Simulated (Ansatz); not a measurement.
Start from this file.

```cif
data_structure
_symmetry_space_group_name_H-M 'P 1'
_symmetry_Int_Tables_number 1
_cell_length_a 5.1446
_cell_length_b 5.1446
_cell_length_c 3.1450
_cell_angle_alpha 90.000
_cell_angle_beta 90.000
_cell_angle_gamma 90.000
_cell_volume 83.24
loop_
_atom_site_label
_atom_site_type_symbol
_atom_site_fract_x
_atom_site_fract_y
_atom_site_fract_z
_atom_site_occupancy
Zr1 Zr 0.29409 0.29409 0.00000 1
Zr2 Zr 0.70591 0.70591 0.00000 1
Zr3 Zr 0.79409 0.20591 0.50000 1
Zr4 Zr 0.20591 0.79409 0.50000 1
N1 N 0.00000 0.00000 0.00000 1
N2 N 0.50000 0.50000 0.50000 1
```

Question: Give a crystallographic description of this input.

Answer: Chemical formula Zr$_{2}$N. The structure has P4_2/mnm (No. 136) symmetry and a primitive tetragonal lattice. Counting shared atoms by their share gives 4 Zr, 2 N, or 6 atoms. Each Zr has eleven Zr and three N (3.00 to 3.15 Å to Zr, 2.14 to 2.17 Å to N). N is linked to six Zr in an octahedral arrangement at 2.14 to 2.17 Å. Not all metal-metal contacts are counted. The bonds build a three-dimensional framework.

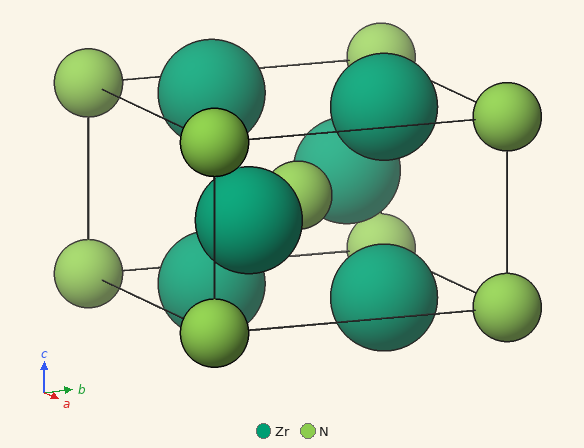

Crystal structure, spheres-only style, seen slightly off an axis. The frame is the conventional unit cell; atoms at its boundary are shown with their periodic copies. Colours: zirconium teal, nitrogen green.

The model was built from a structure listed in the Materials Project. It was relaxed with DFT PBEsol, scalar-relativistic, plane waves, PAW (Ansatz 0.2.0) under a constraint or pressure on the cell, so some stress remains.

At this level of theory the run's own cell isn't at rest (compressed, at 30 GPa), so its distances can differ from those at equilibrium, the more so the softer the solid.
